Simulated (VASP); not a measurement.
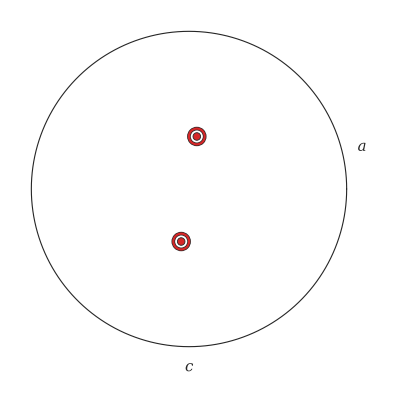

Stereographic projection: filled dots lie in the upper hemisphere, open rings in the lower. The b axis points at the viewer. The poles are all faces of one general form. Computed from the symmetry operations of a computed or model structure of composition Ga2O3.

Which point group is this?

Answer. 2/m (C2h), order 4, monoclinic system: one twofold axis, one mirror plane, an inversion centre.

Which physical properties does it allow?

Answer. It is centrosymmetric, so neither piezoelectric nor pyroelectric; it is not chiral.
